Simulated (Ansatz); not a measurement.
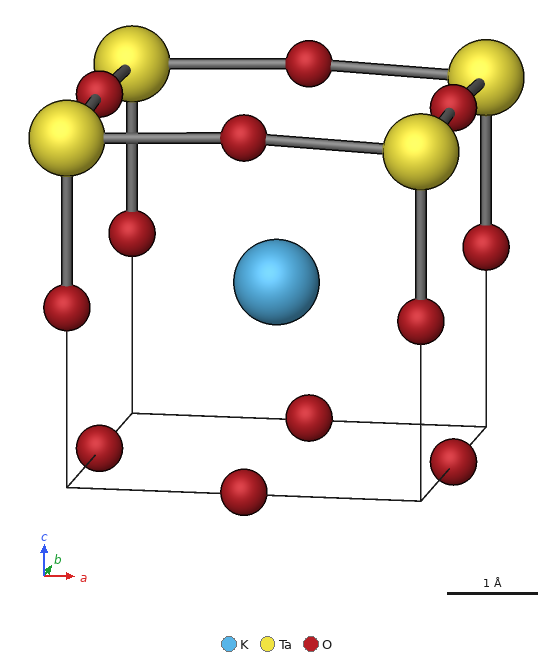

Phonons of solid KTaO3 (a generated structure), at the zone centre. Style: ball-and-stick. Shown: the cell of the calculation, slightly off an axis. Only the shorter bonds are drawn.

Computed with DFT PBE, scalar-relativistic, plane waves, PAW (Ansatz 0.2.0).

The input:
```yaml
crystal:
  lattice:
    - [4.0197969163, 0.0, 0.0]
    - [0.0, 4.0197969163, 0.0]
    - [0.0, 0.0, 4.046711182]
  atoms:
    - { symbol: K, position: [0.5, 0.5, 0.4943460885] }
    - { symbol: Ta, position: [0.0, 0.0, 0.9860501675] }
    - { symbol: O, position: [0.5, 0.0, 0.0058894787] }
    - { symbol: O, position: [0.0, 0.5, 0.0058894787] }
    - { symbol: O, position: [0.0, 0.0, 0.5078247967] }
basis:
  ecutwfc: 420
kpoints:
  mp_grid: { grid: [8, 8, 8] }
hamiltonian:
  xc: pbe
scf:
  occupations: { method: fixed }
output:
  eigenvalues: true
phonons:
  method: dfpt
  dielectric: true
  rigid_motions: translations
  eigenvectors: true
  qmesh: [2, 2, 2]
  temperatures: { t_max: 1000, t_step: 100 }
  qpath:
    path:
      - [[0.0, 0.0, 0.0], [0.0, 0.5, 0.0], [0.5, 0.5, 0.0], [0.0, 0.0, 0.0], [0.0, 0.0, 0.5], [0.0, 0.5, 0.5], [0.5, 0.5, 0.5], [0.0, 0.0, 0.5]]
      - [[0.0, 0.5, 0.0], [0.0, 0.5, 0.5]]
      - [[0.5, 0.5, 0.0], [0.5, 0.5, 0.5]]
    npoints: 8
```

Command:
```bash
ansatz run input.yaml --threads 1 --pin off --max-ram 2560MiB --backend cpu --events-out ev --progress --plain --runs-dir out
```

Frequencies are those without the non-analytic (LO–TO) term.

Q: List the optical modes.

A: The calculation's cell holds 5 atoms, so there are 12 optical modes, in 8 levels. The optical modes span 4E + 3A₁ + B₁. One level is unstable (imaginary frequency).

```csv
level,symmetry,frequency (cm⁻¹),activity
1,E,34i,infrared- and Raman-active
2,A₁,159,infrared- and Raman-active
3,E,178,infrared- and Raman-active
4,A₁,187,infrared- and Raman-active
5,E,268,infrared- and Raman-active
6,B₁,269,Raman-active
7,E,505,infrared- and Raman-active
8,A₁,526,infrared- and Raman-active
```

The displacement patterns (one member of each degenerate set), 6 of the levels:

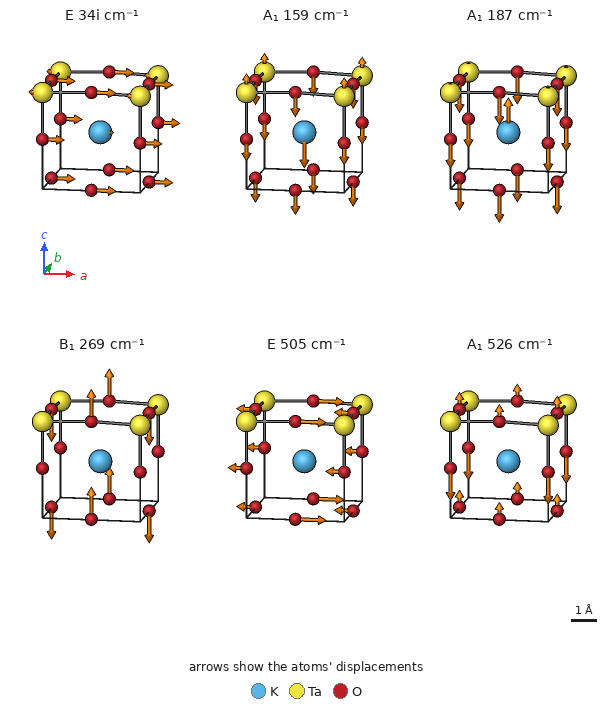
